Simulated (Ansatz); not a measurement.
**Ti (slab): density, localisation and related maps**

The calculation's input:

```
crystal:
  lattice:
    - [3.282, 0.0, 0.0]
    - [0.0, 3.282, 0.0]
    - [0.0, 0.0, 24.846]
  atoms:
    - { symbol: Ti, position: [0.5, 0.5, 0.3018594542] }
    - { symbol: Ti, position: [0.0, 0.0, 0.3679063028] }
    - { symbol: Ti, position: [0.5, 0.5, 0.4339531514] }
    - { symbol: Ti, position: [0.0, 0.0, 0.5] }
    - { symbol: Ti, position: [0.5, 0.5, 0.5660468486] }
    - { symbol: Ti, position: [0.0, 0.0, 0.6320936972] }
    - { symbol: Ti, position: [0.5, 0.5, 0.6981405458] }
hamiltonian:
  xc: pbe
  pseudopotentials: { kind: paw }
kpoints:
  mp_grid: { grid: [8, 8, 1] }
scf:
  occupations: { method: fermi_dirac, width: 0.05 }
output:
  forces: true
  eigenvalues: true
  write_density: true
  write_potential: true
  elf: true
  volumetric_format: npy
```

Run with:

```sh
ansatz run input.yaml --threads 4 --pin off --max-ram 11264MiB --backend cpu --events-out ev --progress --plain --runs-dir out
```

Not relaxed (largest force 0.6 eV/Å).

These are results of Kohn-Sham DFT of a periodic cell, PBE, Ansatz PAW (Ansatz), not measurements.

Core electrons are frozen (PAW), and the valence fields are smoothed inside the atomic spheres.

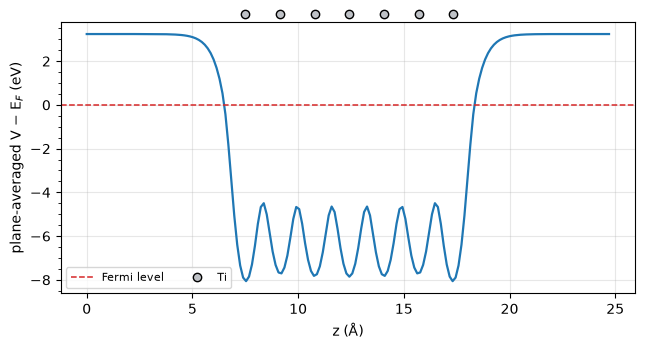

Figure 1. Plane average of the electrostatic potential (local pseudopotential plus Hartree) felt by an electron across the slab. Circles mark the heights of the atoms.

Q: Read off the work function of this surface.

A: The potential is flat in the vacuum, 3.2 eV above the Fermi level; this is the work function, the same on both faces.

Q: What are the slab's thickness and the vacuum gap?

A: The outermost nuclei are 9.8 Å apart, in 7 atomic planes; the vacuum between periodic images is 15.0 Å wide.

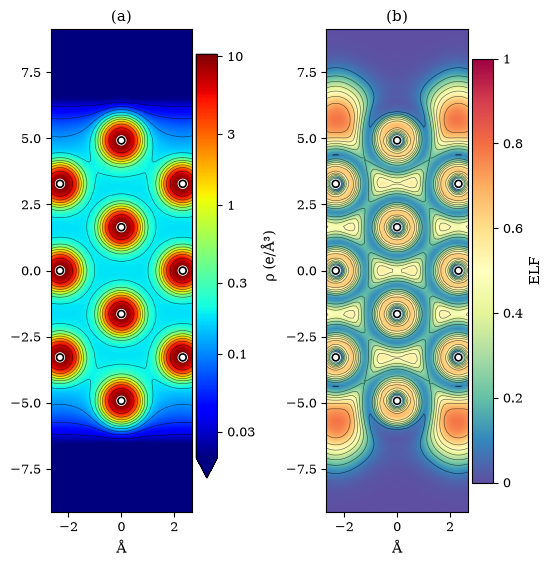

Figure 2. (a) valence electron density; (b) electron localisation function on the (11̄0) plane of the calculation cell, a cut from vacuum to vacuum. Circles mark the nuclei in the plane (Ti).

Q: What do the fields say about this system?

A: The plane passes through Ti nuclei. Ti–Ti (2.84 Å): the density is about 0.19 e/Å³ at the midpoint; the ELF is about 0.20 at the midpoint: no localised pair shows between them. The density dies away to nearly zero in the vacuum. The features right at Ti lie inside the PAW spheres, where the map follows smoothed inner orbitals and isn't to be read closely.

Q: Does the calculation give a band gap?

A: It is metallic or semimetallic at this level of theory: no gap opens.
